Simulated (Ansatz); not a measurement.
**SnSe: geometry relaxation (part 1 of 2)**

The run: geometry relaxation of SnSe (Pnma, 8 atoms in the cell). Method and program: DFT PBE+D3(BJ), scalar-relativistic, plane waves, PAW, no spin polarisation (Ansatz 0.2.0).

The structure derives from an entry of the Crystallography Open Database. Figures and captions count atoms from 1; the log counts them from 0 in places.

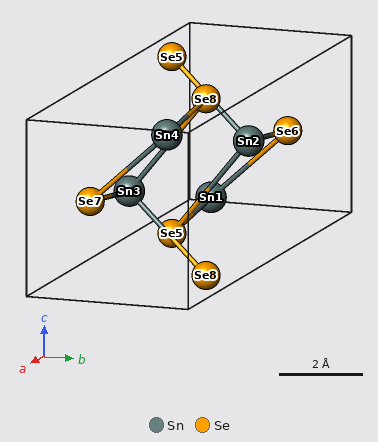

**Figure 1.** The starting structure (ball-and-stick view of the cell of the calculation, seen slightly off an axis; atoms are numbered from 1 in the order of the input).

### Input file
```yaml
crystal:
  lattice:
    - [11.4880967887, 0.0, 0.0]
    - [0.0, 4.1704104802, 0.0]
    - [0.0, 0.0, 4.3856627938]
  atoms:
    - { symbol: Sn, position: [0.1179775688, 0.25, 0.0950664739] }
    - { symbol: Sn, position: [0.3820224312, 0.75, 0.5950664739] }
    - { symbol: Sn, position: [0.6179775688, 0.25, 0.4049335261] }
    - { symbol: Sn, position: [0.8820224312, 0.75, 0.9049335261] }
    - { symbol: Se, position: [0.3571072052, 0.25, 0.0222476344] }
    - { symbol: Se, position: [0.1428927948, 0.75, 0.5222476344] }
    - { symbol: Se, position: [0.8571072052, 0.25, 0.4777523656] }
    - { symbol: Se, position: [0.6428927948, 0.75, 0.9777523656] }
basis:
  ecutwfc: 420
kpoints:
  mp_grid: { grid: [4, 8, 8] }
hamiltonian:
  xc: pbe
  dispersion: d3bj
scf:
  occupations: { method: gaussian, width: 0.02 }
output:
  forces: true
  stress: true
  eigenvalues: true
  write_density: true
  write_potential: true
  elf: true
  volumetric_format: npy
relax:
  adjacent_minimum: "off"
  f_tol: 0.005
  max_steps: 80
  cell: { stress_tol: 0.05 }
```

Run on 4 threads of Arm Neoverse V2, 24 GiB of memory available, shared host.

Run as:
```bash
ansatz run input.yaml --threads 4 --pin off --max-ram 10240MiB --backend cpu --events-out ev --progress --plain --runs-dir out
```

### Output
```
Engine: ansatz 0.2.0, aarch64-unknown-linux-gnu
Pseudopotentials: kind: paw
Pseudopotential: Sn, paw, valence charge 14, recommended cutoff 420 eV (normal), Sn.paw.azcp
Pseudopotential: Se, paw, valence charge 16, recommended cutoff 420 eV (normal), Se.paw.azcp
Functional definition: PBE
  parameter kappa = 0.804
  parameter beta = 0.06672455060314922
  exchange = pbe_x(kappa = kappa, mu = beta*pi^2/3)
  correlation = pbe_c(beta = beta)
Crystal: 8 atoms, lattice volume = 210.117 Å³
Basis set: ecut = 420 eV, 4081 PW (Γ), exchange–correlation on 160×60×60 points (8 copies of the dense FFT grid, shifted against one another)
Bands: 72, of which v1, the nominal top of the filled ones, is band 60 counted from 1 (59 counted from 0)
Symmetry: 8 space group operations
Space group: Pnma (ITA 62), of the structure as read, at distance tolerance 5.9e-5 Å
k-points: 75 of 256
Non-local potential: Sn, projectors of the file, l = 0: 2, l = 1: 2, l = 2: 2, l = 3: 2
Non-local potential: Se, projectors of the file, l = 0: 2, l = 1: 2, l = 2: 3, l = 3: 1
PAW form: soft (Blöchl's): semilocal exchange-correlation on the pseudo side does not see the compensation charge
PAW one-centre angular grid: Sn, 590 points (default); XC on 64 Gauss nodes
PAW one-centre angular grid: Se, 590 points (default); XC on 64 Gauss nodes
Initial density: superposition of atomic densities (neutral atoms: chi_scale 0, normalization atom), corrected by the library's trained network
Initial wavefunctions: pseudopotential atomic-orbital guess
Functional: x = pbe(κ = 0.804, μ = 0.2195149727645171), c = pbe(β = 0.06672455060314922)
SCF iter   1: F=—  HF=-45979.519600 eV  |F-HF|=—  |Δ(HF+E_count)|=         —  Δρ=1.40e-3  dr2=4.09e-3  ethr=1.77e-3  ⟨swp⟩=6.4  Hψ=20248  notcnv=0  defer=15
preconditioner: auto → Resta (q_TF=auto, 2.485 Å⁻¹)  ε∞=2.9  [insulator: Δε(μ)=0.573 eV  Ē_g=16.774 eV  σ=0.020 eV  W_gap=1.00  n_scr=56 (ndim 8)  ℏωp=22.9 eV  f_vac=0.001  D(μ)=0.00/eV (n_scr^D=0)  ε∞_Penn≈2.9]
SCF iter   2: F=—  HF=-45979.516776 eV  |F-HF|=—  |Δ(HF+E_count)|=   2.82e-3  Δρ=7.04e-4  dr2=9.15e-4  ethr=3.41e-6  ⟨swp⟩=2.1  Hψ=11146  notcnv=0  defer=426
SCF iter   3: F=—  HF=-45979.517097 eV  |F-HF|=—  |Δ(HF+E_count)|=   3.21e-4  Δρ=2.64e-4  dr2=8.99e-5  ethr=7.62e-7  ⟨swp⟩=2.0  Hψ=7993  notcnv=0  defer=426
SCF iter   4: F=—  HF=-45979.517193 eV  |F-HF|=—  |Δ(HF+E_count)|=   9.64e-5  Δρ=1.02e-4  dr2=1.48e-5  ethr=7.49e-8  ⟨swp⟩=2.0  Hψ=9450  notcnv=0  defer=426
SCF iter   5: F=—  HF=-45979.517201 eV  |F-HF|=—  |Δ(HF+E_count)|=   7.43e-6  Δρ=1.94e-5  dr2=7.45e-7  ethr=1.24e-8  ⟨swp⟩=2.0  Hψ=7950  notcnv=0  defer=426
SCF iter   6: F=-45979.517201 eV  HF=-45979.517201 eV  |F-HF|=5.10e-8  |Δ(HF+E_count)|=   2.37e-7  Δρ=7.60e-6  dr2=8.57e-8  ethr=8.33e-11  ⟨swp⟩=14.0  Hψ=53020  notcnv=0
SCF 1 converged in 6 iterations: F = -45979.517201 eV  dr2 = 8.57e-8
  greatest PAW one-centre occupation: 1.000 electrons in one spin orbital (limit 2), on the Se atom at site 7 (counted from 0), in its partial waves of l = 2
relax step   1: F+E_penalty+E_count = -45979.51720059 eV  Δ(F+E_penalty+E_count) = +0.000e0 eV  max|allowed force component| = 7.060e-3 eV/Å  Δτ_max = 0.0000 Å  P = -0.002 GPa  Ω = 210.117 Å³  (6 SCF iters, dr2 threshold 1.00e-7 eV, accepted)
Crystal: 8 atoms, lattice volume = 209.885 Å³
Basis set: ecut = 420 eV, 4077 PW (Γ), exchange–correlation on 160×60×60 points (8 copies of the dense FFT grid, shifted against one another)
Initial density: handed on by an earlier stage of this run
Initial wavefunctions: those handed on with the density
iter 1 solved again at ethr=1.49e-7 eV; its pass at ethr=3.10e-3 eV (dr2=1.79e-4 eV) is discarded
SCF iter   1: F=—  HF=-45979.517252 eV  |F-HF|=—  |Δ(HF+E_count)|=         —  Δρ=2.71e-4  dr2=1.88e-4  ethr=1.49e-7  ⟨swp⟩=2.8  Hψ=21784  notcnv=0
preconditioner: auto → Resta (q_TF=auto, 2.486 Å⁻¹)  ε∞=2.9  [insulator: Δε(μ)=0.566 eV  Ē_g=16.784 eV  σ=0.020 eV  W_gap=1.00  n_scr=56 (ndim 8)  ℏωp=22.9 eV  f_vac=0.001  D(μ)=0.00/eV (n_scr^D=0)  ε∞_Penn≈2.9]
SCF iter   2: F=—  HF=-45979.517207 eV  |F-HF|=—  |Δ(HF+E_count)|=   4.46e-5  Δρ=1.11e-4  dr2=1.81e-5  ethr=1.49e-7  ⟨swp⟩=2.5  Hψ=7921  notcnv=0
SCF iter   3: F=—  HF=-45979.517271 eV  |F-HF|=—  |Δ(HF+E_count)|=   6.41e-5  Δρ=3.59e-5  dr2=2.15e-6  ethr=1.51e-8  ⟨swp⟩=3.0  Hψ=9880  notcnv=0
SCF iter   4: F=—  HF=-45979.517272 eV  |F-HF|=—  |Δ(HF+E_count)|=   7.16e-7  Δρ=6.05e-6  dr2=7.04e-8  ethr=1.79e-9  ⟨swp⟩=3.0  Hψ=9856  notcnv=0
iter 5 did not close the SCF: its close was put off for the readings that it lacked (scf_convergence_deferred on its scf_iter line)
SCF iter   5: F=-45979.517272 eV  HF=-45979.517272 eV  |F-HF|=6.26e-10  |Δ(HF+E_count)|=   1.07e-8  Δρ=1.22e-6  dr2=2.65e-9  ethr=5.87e-11  ⟨swp⟩=2.0  Hψ=8416  notcnv=0
SCF iter   6: F=-45979.517272 eV  HF=-45979.517272 eV  |F-HF|=2.98e-10  |Δ(HF+E_count)|=   1.73e-9  Δρ=4.20e-7  dr2=3.83e-10  ethr=2.21e-12  ⟨swp⟩=5.1  Hψ=30071  notcnv=0
SCF 2 converged in 6 iterations: F = -45979.517272 eV  dr2 = 3.83e-10
relax step   2: F+E_penalty+E_count = -45979.51727199 eV  Δ(F+E_penalty+E_count) = -7.140e-5 eV  max|allowed force component| = 4.858e-3 eV/Å  Δτ_max = 0.0042 Å  P = -0.000 GPa  Ω = 209.885 Å³  energy of the carried Pulay correction = +4.005e-5 eV  (6 SCF iters, dr2 threshold 3.11e-9 eV, accepted)
Initial wavefunctions: pseudopotential atomic-orbital guess (no wavefunctions were taken with the density)
iter 1 solved again at ethr=1.92e-7 eV; its pass at ethr=3.10e-3 eV (dr2=2.30e-4 eV) is discarded
SCF iter   1: F=—  HF=-45979.517164 eV  |F-HF|=—  |Δ(HF+E_count)|=         —  Δρ=1.15e-6  dr2=1.15e-9  ethr=1.92e-7  ⟨swp⟩=3.0  Hψ=34208  notcnv=0
eigensolver tolerance schedule: the retry pair's looser diagonalisation over-reported the residual by 200709.80 of it (diagonalisation noise at an unbounded share of the residual, at the tolerance the schedule requests for it); recorded, not acted on — ethr = c·dr2/N_el stays at c = 1.0e-1
preconditioner: auto → Resta (q_TF=auto, 2.486 Å⁻¹)  ε∞=2.9  [insulator: Δε(μ)=0.566 eV  Ē_g=16.785 eV  σ=0.020 eV  W_gap=1.00  n_scr=56 (ndim 8)  ℏωp=22.9 eV  f_vac=0.001  D(μ)=0.00/eV (n_scr^D=0)  ε∞_Penn≈2.9]
SCF iter   2: F=—  HF=-45979.517235 eV  |F-HF|=—  |Δ(HF+E_count)|=   7.10e-5  Δρ=8.01e-7  dr2=4.78e-10  ethr=1.00e-12  ⟨swp⟩=4.0  Hψ=15539  notcnv=0
SCF iter   3: F=—  HF=-45979.517235 eV  |F-HF|=—  |Δ(HF+E_count)|=  1.46e-11  Δρ=4.59e-7  dr2=1.91e-10  ethr=1.00e-12  ⟨swp⟩=2.0  Hψ=6920  notcnv=0
iter 4 did not close the SCF: its close was put off for the readings that it lacked (scf_convergence_deferred on its scf_iter line)
SCF iter   4: F=-45979.517235 eV  HF=-45979.517235 eV  |F-HF|=1.46e-11  |Δ(HF+E_count)|=  1.02e-10  Δρ=5.76e-8  dr2=7.20e-12  ethr=1.00e-12  ⟨swp⟩=1.0  Hψ=5400  notcnv=0
iter 5 did not close the SCF: its close was put off for the readings that it lacked (scf_convergence_deferred on its scf_iter line)
SCF iter   5: F=-45979.517235 eV  HF=-45979.517235 eV  |F-HF|=2.18e-11  |Δ(HF+E_count)|=  7.28e-12  Δρ=1.50e-8  dr2=5.09e-13  ethr=1.00e-12  ⟨swp⟩=1.0  Hψ=5400  notcnv=0
iter 6 did not close the SCF: its close was put off for the readings that it lacked (scf_convergence_deferred on its scf_iter line)
SCF iter   6: F=-45979.517235 eV  HF=-45979.517235 eV  |F-HF|=7.28e-12  |Δ(HF+E_count)|=  7.28e-12  Δρ=7.33e-9  dr2=8.20e-14  ethr=1.00e-12  ⟨swp⟩=1.0  Hψ=5400  notcnv=0
iter 7 did not close the SCF: its close was put off for the readings that it lacked (scf_convergence_deferred on its scf_iter line)
SCF iter   7: F=-45979.517235 eV  HF=-45979.517235 eV  |F-HF|=1.46e-11  |Δ(HF+E_count)|=    0.00e0  Δρ=1.99e-9  dr2=9.63e-15  ethr=1.00e-12  ⟨swp⟩=1.0  Hψ=5400  notcnv=0
SCF iter   8: F=-45979.517235 eV  HF=-45979.517235 eV  |F-HF|=0.00e0  |Δ(HF+E_count)|=  7.28e-12  Δρ=8.29e-10  dr2=1.06e-15  ethr=1.00e-12  ⟨swp⟩=2.9  Hψ=16175  notcnv=0
SCF 3 converged in 8 iterations: F = -45979.517235 eV  dr2 = 1.06e-15
relax step   3: F+E_penalty+E_count = -45979.51723526 eV  Δ(F+E_penalty+E_count) = +3.673e-5 eV  max|allowed force component| = 4.857e-3 eV/Å  Δτ_max = 0.0000 Å  P = -0.000 GPa  Ω = 209.885 Å³  stress off target by 2.42e-2 GPa  SCF on the basis re-selected at this cell (its energy is not comparable with the rows above)  (8 SCF iters)
```

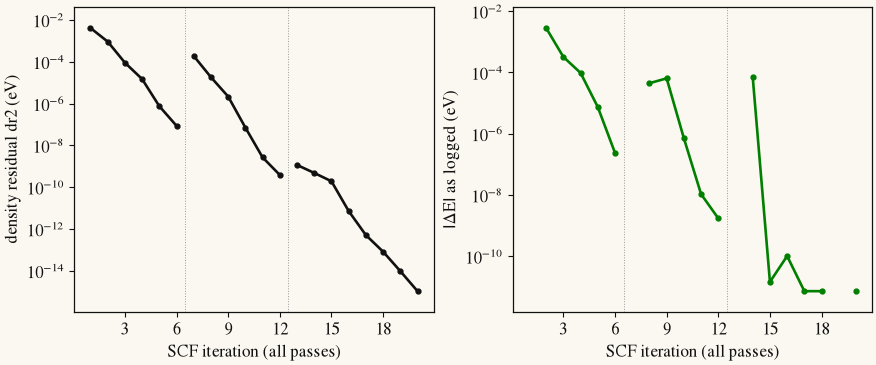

**Figure 2.** Convergence of the self-consistent field: density residual dr2 and size of the energy change against the SCF iteration. The dotted lines part the SCF passes of the relaxation: geometry steps, rejected trials and re-solves on a re-selected basis. The passes take 6, 6 and 8 iterations.

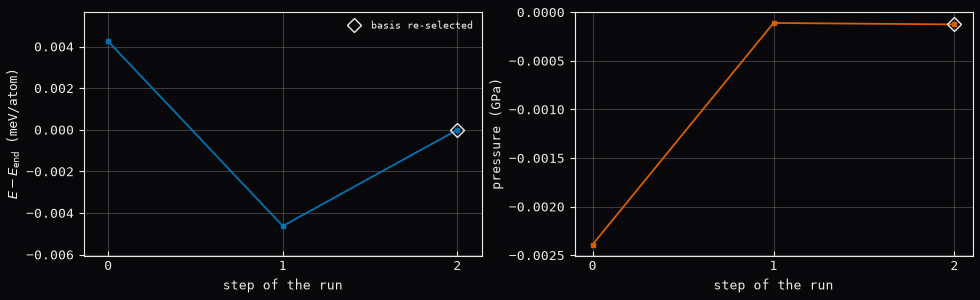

**Figure 3.** Progress of the relaxation, step by step (the first geometry is step 0 here and step 1 in the log). The largest moves relative to the cell, 0.004 Å, are those of 8 atoms (Sn1, Sn2, Sn3, Sn4 and others). By element the largest moves are Sn 0.004 Å, Se 0.004 Å. The energy falls by next to nothing (0.0 meV per atom) in 1 geometry step. Largest force component: 0.0071 eV/Å at the start, 0.0049 eV/Å at the end. Pressure: 0.00 GPa at the start and 0.00 GPa at the end. A last SCF at the same geometry on a re-selected plane-wave basis shifts the energy by +0.0 meV per atom. (Atoms are counted from 1 in the order of the input.)

```
basis re-selected at this cell: Δ(F+E_penalty+E_count) = +3.673e-5 eV, ΔP = -0.000 GPa vs the last step (what re-selecting the basis moved, of the pressure what is left beyond the Pulay correction that the steps carried, after the strain that the cell walked since its last selection, with what the two solves' SCF thresholds leave and, on support functions, any second-order correction that the steps lacked; it is no measure of the basis error at this ecutwfc). This SCF's stress stands 2.42e-2 GPa from its target on what of the cell is left free (relax.cell.stress_tol is 5.00e-2 GPa) and its largest allowed force component is 4.86e-3 eV/Å (relax.f_tol is 5.00e-3 eV/Å): within both
SCF converged after 8 iterations
Free energy (F): -45979.517235 eV
Harris-Foulkes:  -45979.517235 eV  (|F-HF|=0.00e0)
Internal energy: -45979.517235 eV  (E = F + TS)
E sigma→0 (E₀):  -45979.517235 eV
Fermi energy:    9.557019 eV
--- Per-component energies (eV) ---
  E_band       = -1851.461726
  E_kinetic    = 1217.246365
  E_local      = -13074.697263  (includes V_loc(G=0)·N_el)
  E_nonlocal   = -2513.879795
  E_hartree    = 6913.945077
  E_xc         = -1950.671639
  E_vxc        = -780.278287  (∫ρ·V_xc dr)
  E_paw        = -24179.734429  (= ΣΔE_a)
  E_vpaw       = -527.740533  (= ΣTr[D̂ρ^β])
  E_aug_tail   = -0.002367  (compensation charges beyond the density's cutoff)
  E_ewald      = -12388.773327
  E_disp       = -2.949858  (pairwise vdW)
  E_smearing   = -0.000000  (= −TS)
  E_closure    = -0.000000  (closes the sum)
  Σ components = -45979.517235   (vs F -45979.517235, Δ=0.00e0)
```
